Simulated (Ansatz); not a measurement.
Run report: SiC5, geometry relaxation (part 1 of 2)

- system: SiC5 (Cm, 6 atoms in the cell)
- method: DFT PBE+D3(BJ), scalar-relativistic, plane waves, PAW, no spin polarisation (Ansatz 0.2.0)

The structure derives from a Materials Project entry. It belongs to a series of runs on one base structure; here: 1 of 6 C sites taken by Si, cell and atoms relaxed. Figures and captions count atoms from 1; the log counts them from 0 in places.

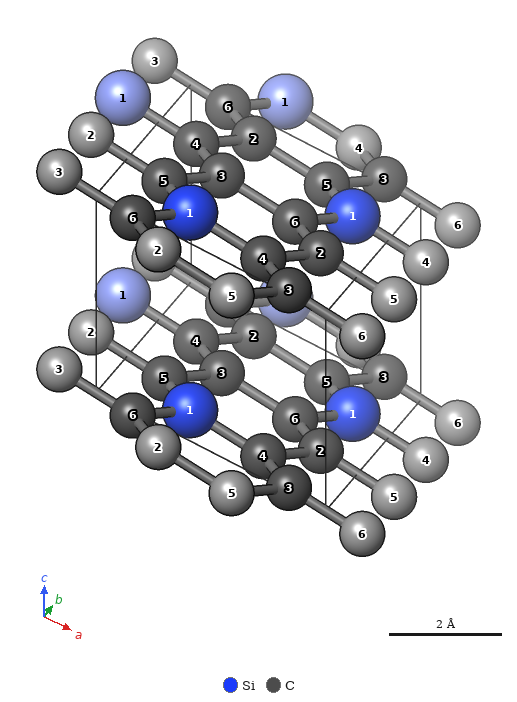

The starting structure (ball-and-stick view of the cell 2 times as large as that of the calculation, set on its symmetry axes, seen slightly off an axis; neighbours outside the cell are drawn fainter; atoms are numbered from 1 in the order of the input).

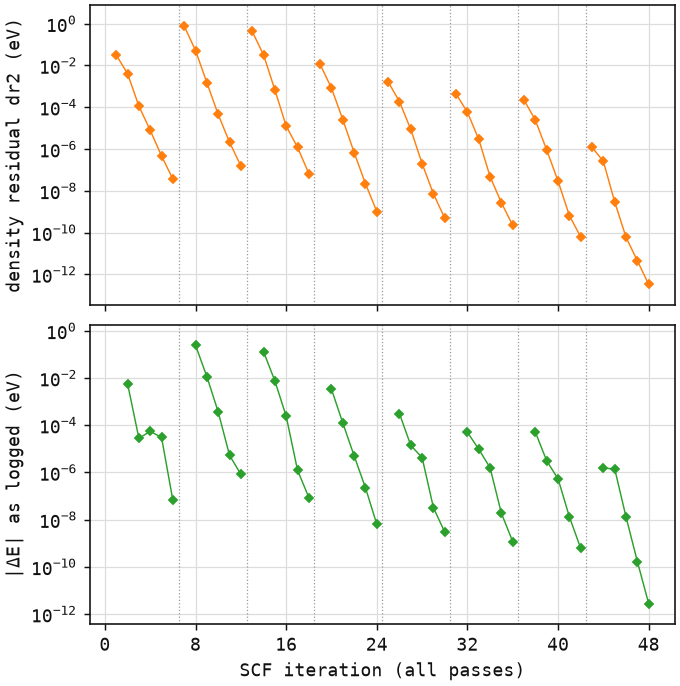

Convergence of the self-consistent field: density residual dr2 and size of the energy change against the SCF iteration. The dotted lines part the SCF passes of the relaxation: geometry steps, rejected trials and re-solves on a re-selected basis. The 8 passes take 6 iterations each, 48 in all.

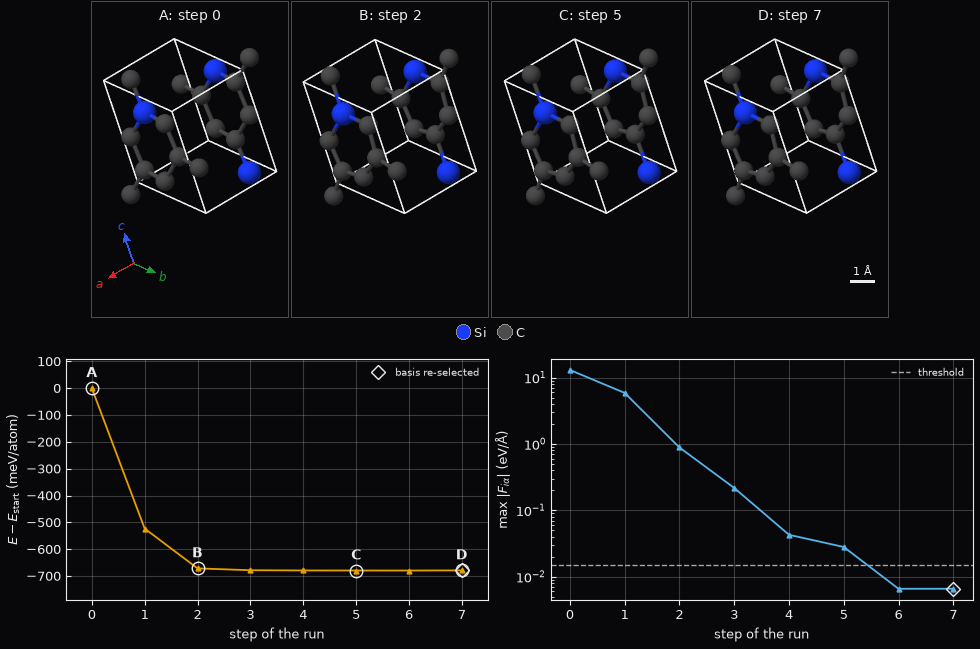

Frames of the relaxation (ball-and-stick view of the cell of the calculation, with bonded neighbours outside it, seen at an oblique angle) above the curves, on which the letters mark them (the first geometry is step 0 here and step 1 in the log).

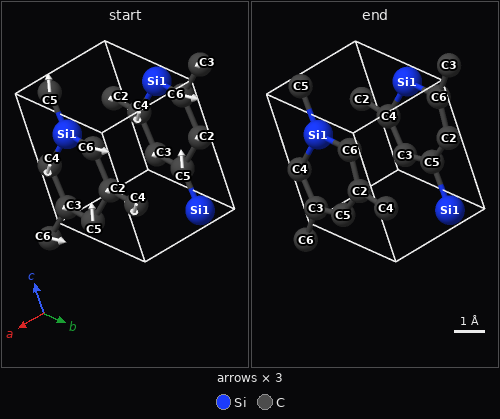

Before (left) and after (right) the relaxation, at one scale (ball-and-stick view of the cell of the calculation, with bonded neighbours outside it, seen at an oblique angle). The white arrows give the displacements (without the part carried along by the change of the cell), magnified 3 times. Over 6 geometry steps the energy falls by 680 meV per atom. Largest force component: 13 eV/Å at the start, 0.0066 eV/Å at the end. Pressure: 12.50 GPa at the start and −0.10 GPa at the end. The largest moves relative to the cell, 0.23 Å, are those of C5 and C6. Si stays in place. The drawn cell changes as follows: a 3.676 → 3.653 Å (−0.6 %), b = c 4.664 → 4.648 Å (−0.4 %), β 102.2° → 102.6°, γ 102.2° → 102.6°; the volume changes by −2.2 %. Distances before and after: Si1–C4 1.561 → 1.769 Å, C2–C5 1.561 → 1.451 Å, C2–C4 1.561 → 1.457 Å. Among the angles that change: C2–C4–C3 119.2° → 134.8°, Si1–C5–C3 119.2° → 112.5°, Si1–C4–C2 119.2° → 112.5°. The space group stays Cm (No. 8). A last SCF at the same geometry on a re-selected plane-wave basis shifts the energy by +0.5 meV per atom. (Atoms are counted from 1 in the order of the input.)

The input that produced these results follows, with the program's output.

The input
```yaml
crystal:
  lattice:
    - [1.5338410157, 0.0, -3.3412132991]
    - [-2.3322356243, -4.039561886, 0.0120037079]
    - [-2.3322356243, 4.039561886, 0.0120037079]
  atoms:
    - { symbol: Si, position: [0.9790795146, 0.493032899, 0.8263662323] }
    - { symbol: C, position: [0.9790795146, 0.8263662323, 0.493032899] }
    - { symbol: C, position: [0.9790795146, 0.1596995657, 0.1596995657] }
    - { symbol: C, position: [0.0209204854, 0.1736337677, 0.506967101] }
    - { symbol: C, position: [0.0209204854, 0.506967101, 0.1736337677] }
    - { symbol: C, position: [0.0209204854, 0.8403004343, 0.8403004343] }
basis:
  ecutwfc: 420
kpoints:
  mp_grid: { grid: [12, 8, 8] }
hamiltonian:
  xc: pbe
  dispersion: d3bj
scf:
  occupations: { method: gaussian, width: 0.01 }
output:
  forces: true
  stress: true
  eigenvalues: true
relax:
  adjacent_minimum: "off"
  f_tol: 0.015
  max_steps: 60
  cell: { stress_tol: 0.15 }
```

Command:
```bash
ansatz run input.yaml --threads 1 --pin off --max-ram 2560MiB --backend cpu --events-out ev --progress --plain --runs-dir out
```

The program's output
```
Engine: ansatz 0.2.0, x86_64-unknown-linux-gnu
Pseudopotentials: kind: paw
Pseudopotential: Si, paw, valence charge 4, recommended cutoff 420 eV (normal), Si.paw.azcp
Pseudopotential: C, paw, valence charge 4, recommended cutoff 420 eV (normal), C.paw.azcp
Functional definition: PBE
  parameter kappa = 0.804
  parameter beta = 0.06672455060314922
  exchange = pbe_x(kappa = kappa, mu = beta*pi^2/3)
  correlation = pbe_c(beta = beta)
Crystal: 6 atoms, lattice volume = 62.808 Å³
Basis set: ecut = 420 eV, 1223 PW (Γ), exchange–correlation on 50×64×64 points (8 copies of the dense FFT grid, shifted against one another)
Bands: 18, of which v1, the nominal top of the filled ones, is band 12 counted from 1 (11 counted from 0)
Symmetry: 2 space group operations
Space group: Cm (ITA 8), of the structure as read, at distance tolerance 4.0e-5 Å
k-points: 222 of 768 (time reversal used)
Non-local potential: Si, projectors of the file, l = 0: 2, l = 1: 2, l = 2: 2
Non-local potential: C, projectors of the file, l = 0: 2, l = 1: 2, l = 2: 1
PAW form: soft (Blöchl's): semilocal exchange-correlation on the pseudo side does not see the compensation charge
PAW one-centre angular grid: Si, 110 points (default); XC on 64 Gauss nodes
PAW one-centre angular grid: C, 110 points (default); XC on 64 Gauss nodes
Initial density: superposition of atomic densities (neutral atoms: chi_scale 0, normalization atom), corrected by the library's trained network
Initial wavefunctions: pseudopotential atomic-orbital guess
Functional: x = pbe(κ = 0.804, μ = 0.2195149727645171), c = pbe(β = 0.06672455060314922)
SCF iter   1: F=—  HF=-1885.151086 eV  |F-HF|=—  |Δ(HF+E_count)|=         —  Δρ=7.35e-3  dr2=3.13e-2  ethr=1.77e-3  ⟨swp⟩=6.2  Hψ=24323  notcnv=0
preconditioner: auto → none  [insulator: Δε(μ)=0.576 eV  Ē_g=12.710 eV  σ=0.010 eV  W_gap=1.00  n_scr=12 (ndim 8)  ℏωp=23.0 eV  f_vac=0.000  D(μ)=0.00/eV (n_scr^D=0)  ε∞_Penn≈4.3]
SCF iter   2: F=—  HF=-1885.145371 eV  |F-HF|=—  |Δ(HF+E_count)|=   5.71e-3  Δρ=2.88e-3  dr2=4.04e-3  ethr=1.31e-4  ⟨swp⟩=2.6  Hψ=8688  notcnv=0  defer=289
SCF iter   3: F=—  HF=-1885.145343 eV  |F-HF|=—  |Δ(HF+E_count)|=   2.77e-5  Δρ=4.96e-4  dr2=1.13e-4  ethr=1.68e-5  ⟨swp⟩=2.6  Hψ=7103  notcnv=0  defer=289
SCF iter   4: F=—  HF=-1885.145398 eV  |F-HF|=—  |Δ(HF+E_count)|=   5.48e-5  Δρ=1.64e-4  dr2=7.84e-6  ethr=4.72e-7  ⟨swp⟩=2.6  Hψ=6083  notcnv=0  defer=289
SCF iter   5: F=—  HF=-1885.145428 eV  |F-HF|=—  |Δ(HF+E_count)|=   3.01e-5  Δρ=2.47e-5  dr2=4.63e-7  ethr=3.27e-8  ⟨swp⟩=2.0  Hψ=6287  notcnv=0  defer=289
SCF iter   6: F=-1885.145428 eV  HF=-1885.145428 eV  |F-HF|=5.44e-9  |Δ(HF+E_count)|=   6.50e-8  Δρ=7.07e-6  dr2=3.61e-8  ethr=4.17e-10  ⟨swp⟩=9.9  Hψ=21130  notcnv=0
SCF 1 converged in 6 iterations: F = -1885.145428 eV  dr2 = 3.61e-8
  greatest PAW one-centre occupation: 0.763 electrons in one spin orbital (limit 2), on the Si atom at site 0 (counted from 0), in its partial waves of l = 0
relax step   1: F+E_penalty+E_count = -1885.14542812 eV  Δ(F+E_penalty+E_count) = +0.000e0 eV  max|allowed force component| = 1.307e1 eV/Å  Δτ_max = 0.0000 Å  P = +12.496 GPa  Ω = 62.808 Å³  (6 SCF iters, dr2 threshold 1.00e-7 eV, accepted)
Crystal: 6 atoms, lattice volume = 60.862 Å³
Basis set: ecut = 420 eV, 1189 PW (Γ), exchange–correlation on 50×64×64 points (8 copies of the dense FFT grid, shifted against one another)
Initial density: handed on by an earlier stage of this run
Initial wavefunctions: those handed on with the density
SCF iter   1: F=—  HF=-1888.537976 eV  |F-HF|=—  |Δ(HF+E_count)|=         —  Δρ=3.50e-2  dr2=7.63e-1  ethr=3.10e-3  ⟨swp⟩=10.0  Hψ=26561  notcnv=0
preconditioner: auto → none  [insulator: Δε(μ)=0.208 eV  Ē_g=13.202 eV  σ=0.010 eV  W_gap=1.00  n_scr=12 (ndim 8)  ℏωp=23.3 eV  f_vac=0.000  D(μ)=0.00/eV (n_scr^D=0)  ε∞_Penn≈4.1]
SCF iter   2: F=—  HF=-1888.296134 eV  |F-HF|=—  |Δ(HF+E_count)|=   2.42e-1  Δρ=1.25e-2  dr2=5.16e-2  ethr=3.10e-3  ⟨swp⟩=3.2  Hψ=8662  notcnv=0  defer=282
SCF iter   3: F=—  HF=-1888.284716 eV  |F-HF|=—  |Δ(HF+E_count)|=   1.14e-2  Δρ=2.82e-3  dr2=1.49e-3  ethr=2.15e-4  ⟨swp⟩=2.7  Hψ=6939  notcnv=0  defer=282
SCF iter   4: F=—  HF=-1888.285080 eV  |F-HF|=—  |Δ(HF+E_count)|=   3.63e-4  Δρ=3.44e-4  dr2=4.50e-5  ethr=6.21e-6  ⟨swp⟩=2.3  Hψ=7033  notcnv=0  defer=282
SCF iter   5: F=—  HF=-1888.285074 eV  |F-HF|=—  |Δ(HF+E_count)|=   5.31e-6  Δρ=8.83e-5  dr2=2.11e-6  ethr=1.87e-7  ⟨swp⟩=2.1  Hψ=6432  notcnv=0  defer=282
SCF iter   6: F=-1888.285075 eV  HF=-1888.285075 eV  |F-HF|=5.88e-8  |Δ(HF+E_count)|=   8.17e-7  Δρ=1.74e-5  dr2=1.55e-7  ethr=2.50e-9  ⟨swp⟩=10.7  Hψ=22346  notcnv=0
SCF 2 converged in 6 iterations: F = -1888.285075 eV  dr2 = 1.55e-7
  greatest PAW one-centre occupation: 0.711 electrons in one spin orbital (limit 2), on the Si atom at site 0 (counted from 0), in its partial waves of l = 0
relax step   2: F+E_penalty+E_count = -1888.28507506 eV  Δ(F+E_penalty+E_count) = -3.140e0 eV  max|allowed force component| = 5.893e0 eV/Å  Δτ_max = 0.1260 Å  P = +4.898 GPa  Ω = 60.862 Å³  energy of the carried Pulay correction = +5.344e-3 eV  (6 SCF iters, dr2 threshold 6.00e-7 eV, accepted)
Crystal: 6 atoms, lattice volume = 62.311 Å³
Basis set: ecut = 420 eV, 1227 PW (Γ), exchange–correlation on 50×64×64 points (8 copies of the dense FFT grid, shifted against one another)
iter 1 solved again at ethr=1.76e-3 eV; its pass at ethr=3.10e-3 eV (dr2=4.22e-1 eV) is discarded
SCF iter   1: F=—  HF=-1889.313437 eV  |F-HF|=—  |Δ(HF+E_count)|=         —  Δρ=2.45e-2  dr2=4.24e-1  ethr=1.76e-3  ⟨swp⟩=1.2  Hψ=31413  notcnv=0
preconditioner: auto → none  [insulator: Δε(μ)=0.064 eV  Ē_g=13.304 eV  σ=0.010 eV  W_gap=1.00  n_scr=12 (ndim 8)  ℏωp=23.0 eV  f_vac=0.000  D(μ)=0.00/eV (n_scr^D=0)  ε∞_Penn≈4.0]
SCF iter   2: F=—  HF=-1889.182192 eV  |F-HF|=—  |Δ(HF+E_count)|=   1.31e-1  Δρ=8.91e-3  dr2=3.24e-2  ethr=1.76e-3  ⟨swp⟩=2.9  Hψ=7398  notcnv=0  defer=1
SCF iter   3: F=—  HF=-1889.174640 eV  |F-HF|=—  |Δ(HF+E_count)|=   7.55e-3  Δρ=1.76e-3  dr2=6.83e-4  ethr=1.35e-4  ⟨swp⟩=3.1  Hψ=8353  notcnv=0  defer=280
SCF iter   4: F=—  HF=-1889.174880 eV  |F-HF|=—  |Δ(HF+E_count)|=   2.40e-4  Δρ=2.09e-4  dr2=1.25e-5  ethr=2.84e-6  ⟨swp⟩=2.2  Hψ=7092  notcnv=0  defer=290
SCF iter   5: F=—  HF=-1889.174881 eV  |F-HF|=—  |Δ(HF+E_count)|=   1.25e-6  Δρ=4.99e-5  dr2=1.21e-6  ethr=5.19e-8  ⟨swp⟩=2.0  Hψ=6269  notcnv=0  defer=290
SCF iter   6: F=-1889.174881 eV  HF=-1889.174881 eV  |F-HF|=1.25e-8  |Δ(HF+E_count)|=   8.58e-8  Δρ=1.13e-5  dr2=6.66e-8  ethr=2.50e-9  ⟨swp⟩=9.1  Hψ=21580  notcnv=0
SCF 3 converged in 6 iterations: F = -1889.174881 eV  dr2 = 6.66e-8
  greatest PAW one-centre occupation: 0.679 electrons in one spin orbital (limit 2), on the Si atom at site 0 (counted from 0), in its partial waves of l = 0
relax step   3: F+E_penalty+E_count = -1889.17488083 eV  Δ(F+E_penalty+E_count) = -8.898e-1 eV  max|allowed force component| = 8.877e-1 eV/Å  Δτ_max = 0.0956 Å  P = +3.931 GPa  Ω = 62.311 Å³  energy of the carried Pulay correction = +1.348e-3 eV  (6 SCF iters, dr2 threshold 6.00e-7 eV, accepted)
Crystal: 6 atoms, lattice volume = 61.937 Å³
Basis set: ecut = 420 eV, 1215 PW (Γ), exchange–correlation on 50×64×64 points (8 copies of the dense FFT grid, shifted against one another)
iter 1 solved again at ethr=4.68e-5 eV; its pass at ethr=3.10e-3 eV (dr2=1.12e-2 eV) is discarded
SCF iter   1: F=—  HF=-1889.219905 eV  |F-HF|=—  |Δ(HF+E_count)|=         —  Δρ=4.56e-3  dr2=1.12e-2  ethr=4.68e-5  ⟨swp⟩=2.1  Hψ=31567  notcnv=0
preconditioner: auto → none  [insulator: Δε(μ)=0.079 eV  Ē_g=13.135 eV  σ=0.010 eV  W_gap=1.00  n_scr=12 (ndim 8)  ℏωp=23.1 eV  f_vac=0.000  D(μ)=0.00/eV (n_scr^D=0)  ε∞_Penn≈4.1]
SCF iter   2: F=—  HF=-1889.216585 eV  |F-HF|=—  |Δ(HF+E_count)|=   3.32e-3  Δρ=1.64e-3  dr2=8.16e-4  ethr=4.66e-5  ⟨swp⟩=2.6  Hψ=7313  notcnv=0
SCF iter   3: F=—  HF=-1889.216462 eV  |F-HF|=—  |Δ(HF+E_count)|=   1.23e-4  Δρ=3.68e-4  dr2=2.55e-5  ethr=3.40e-6  ⟨swp⟩=2.3  Hψ=7162  notcnv=0
SCF iter   4: F=—  HF=-1889.216457 eV  |F-HF|=—  |Δ(HF+E_count)|=   5.00e-6  Δρ=4.68e-5  dr2=6.74e-7  ethr=1.06e-7  ⟨swp⟩=2.7  Hψ=7054  notcnv=0
iter 5 did not close the SCF: its close was put off for the readings that it lacked (scf_convergence_deferred on its scf_iter line)
SCF iter   5: F=-1889.216457 eV  HF=-1889.216457 eV  |F-HF|=7.08e-10  |Δ(HF+E_count)|=   2.22e-7  Δρ=7.06e-6  dr2=2.20e-8  ethr=2.81e-9  ⟨swp⟩=2.1  Hψ=5689  notcnv=0
SCF iter   6: F=-1889.216457 eV  HF=-1889.216457 eV  |F-HF|=2.54e-10  |Δ(HF+E_count)|=   6.28e-9  Δρ=1.62e-6  dr2=1.01e-9  ethr=9.18e-11  ⟨swp⟩=2.0  Hψ=13413  notcnv=0
SCF 4 converged in 6 iterations: F = -1889.216457 eV  dr2 = 1.01e-9
  greatest PAW one-centre occupation: 0.671 electrons in one spin orbital (limit 2), on the Si atom at site 0 (counted from 0), in its partial waves of l = 0
relax step   4: F+E_penalty+E_count = -1889.21645703 eV  Δ(F+E_penalty+E_count) = -4.158e-2 eV  max|allowed force component| = 2.179e-1 eV/Å  Δτ_max = 0.0243 Å  P = +0.910 GPa  Ω = 61.937 Å³  energy of the carried Pulay correction = +2.371e-3 eV  (6 SCF iters, dr2 threshold 6.00e-7 eV, accepted)
Crystal: 6 atoms, lattice volume = 61.813 Å³
Basis set: ecut = 420 eV, 1207 PW (Γ), exchange–correlation on 50×64×64 points (8 copies of the dense FFT grid, shifted against one another)
iter 1 solved again at ethr=6.63e-6 eV; its pass at ethr=3.10e-3 eV (dr2=1.59e-3 eV) is discarded
```
